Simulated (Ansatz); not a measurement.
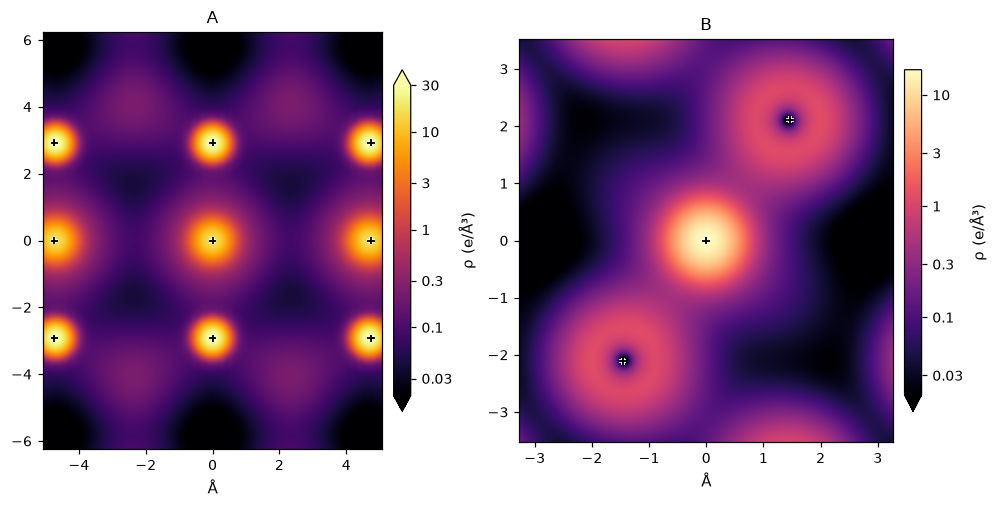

The valence pseudo-density of 2 systems, each on a plane through atoms (crosses mark nuclei in the plane).

Method: Ansatz 0.2.0, DFT, r2SCAN, plane waves, PAW.

System 1: Mg2Sn, the (010) plane of the conventional cell. Space group R-3m; started from the antifluorite prototype, which need not be the ambient phase; changed on purpose from its base cell (epitaxial 111 strain -1.0%).

System 2: SnS2, the (110) plane of the conventional cell. Space group P-3m1; started from the 1T (CdI2) bulk prototype, which need not be the ambient phase; changed on purpose from its base cell (uniaxial z strain -2.0%).

```
CELL_PARAMETERS angstrom
3.66075 0.00000 0.00000
-1.83038 3.17031 0.00000
0.00000 0.00000 5.84255
ATOMIC_POSITIONS crystal
Sn 0.00000 0.00000 0.00000
S 0.33333 0.66667 0.25012
S 0.66667 0.33333 0.74988
```

Which map belongs to which system?

Answer. Panel A is system 1, Mg2Sn: the plane holds Sn and Mg. Mg–Sn (2.93 Å): ρ is about 0.22 e/Å³ halfway, with its minimum of 0.15 e/Å³ about 1.1 Å from Mg. Panel B is system 2, SnS2: the plane holds Sn and S. Sn–S (2.57 Å): the density is about 0.45 e/Å³ at the midpoint.
